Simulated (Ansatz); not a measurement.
The calculation's input:

```
crystal:
  lattice:
    - [3.1925553485, 0.0, 0.0]
    - [-1.5962776743, 2.7648340348, 0.0]
    - [0.0, 0.0, 5.0813089109]
  atoms:
    - { symbol: Hf, position: [0.3333333333, 0.6666666667, 0.25] }
    - { symbol: Hf, position: [0.6666666667, 0.3333333333, 0.75] }
basis:
  ecutwfc: 500
kpoints:
  mp_grid: { grid: [18, 18, 8] }
hamiltonian:
  xc: r2scan
scf:
  occupations: { method: gaussian, width: 0.1 }
output:
  forces: true
  stress: true
  eigenvalues: true
  write_density: true
  write_potential: true
  elf: true
  volumetric_format: npy
relax:
  adjacent_minimum: "off"
  f_tol: 0.01
  max_steps: 60
  cell: { stress_tol: 0.1 }
```

Command:

```sh
ansatz run input.yaml --threads 1 --pin off --max-ram 2560MiB --backend cpu --events-out ev --progress --plain --runs-dir out
```

Below, planes, directions and counts refer to the conventional cell (a = 3.20 Å, b = 3.20 Å, c = 5.04 Å, α = 90.00°, β = 90.00°, γ = 120.00°).

The fields are those of the run's last geometry, not of the input's.

Space group P6₃/mmc.

Theory: Ansatz 0.2.0, DFT r2SCAN, scalar-relativistic, plane waves, PAW.

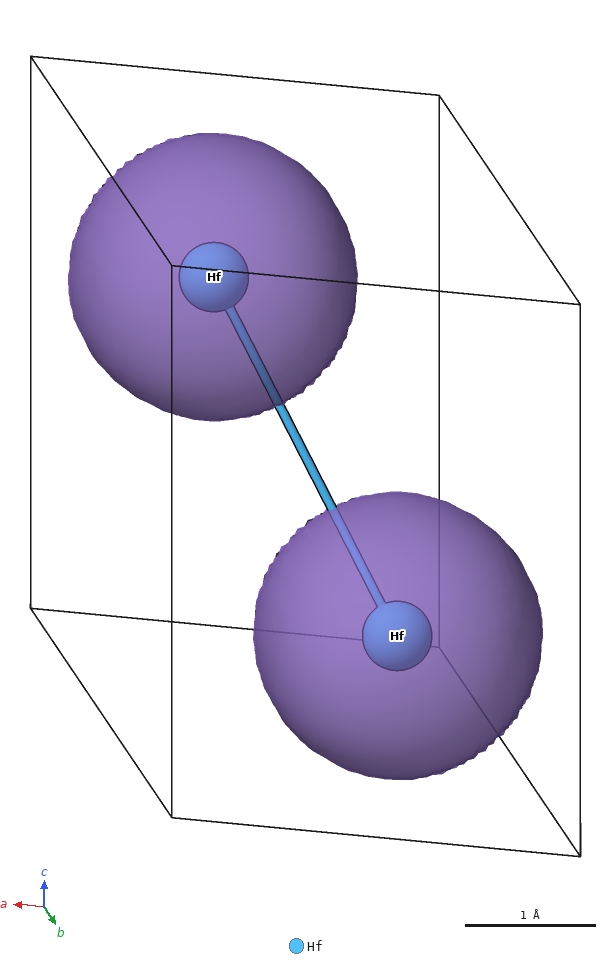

Hf. Isosurface of the valence charge density (pseudo) at 0.4 e/Å³ (purple), seen at an oblique angle. Sticks mark near contacts.

In a PAW calculation such maps are meaningful between the atoms, not at the nuclei.

> How is the density connected at this value?

At this value the density breaks into separate islands; it holds about 85 % of the electrons treated as valence (semicore included). It bridges none of the near contacts. It is pinched off along the sampled Hf–Hf (3.13 Å) and Hf–Hf (3.20 Å) contacts. On the grid the lowest density along these lines, outside the cores, is 0.19 e/Å³ (Hf–Hf, 3.13 Å) and 0.19 e/Å³ (Hf–Hf, 3.20 Å).
